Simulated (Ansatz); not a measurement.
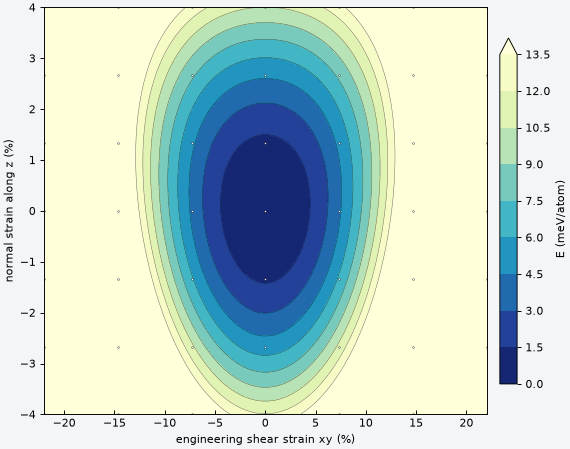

CdF2 (Fm-3m, No. 225; 3 atoms in the cell). The energy is mapped over two homogeneous strains (x, y and z along the cube axes). The first coordinate is: engineering shear strain xy; the second: normal strain along z. Nothing is relaxed (fractional coordinates fixed). Grid: 7 × 7 points; 28 points were computed and 21 follow by symmetry. Points are written as (first, second). All energies are given in meV/atom relative to the lowest grid point. These are results of DFT PBE, scalar-relativistic, plane waves, PAW (Ansatz 0.2.0), not measurements. Settings: cutoff 520 eV, k-mesh 8×8×8, gaussian smearing 0.05 eV, no spin polarisation.

In the figure: filled contours, dots at the grid points, one colour for all values above the top of the scale. Between grid points the surface is interpolated.

Where is the minimum, and how stiff is the crystal against these two strains (in GPa)?

Answer. The interpolated minimum is at 0.0 % and 0.0 %. Divided by the cell volume of 41.2 Å³, the second derivatives of the energy there are about 18 GPa along the first strain and 164 GPa along the second, with a cross term of about 0 GPa (clamped ions). Round the minimum the two coordinates are nearly uncoupled.
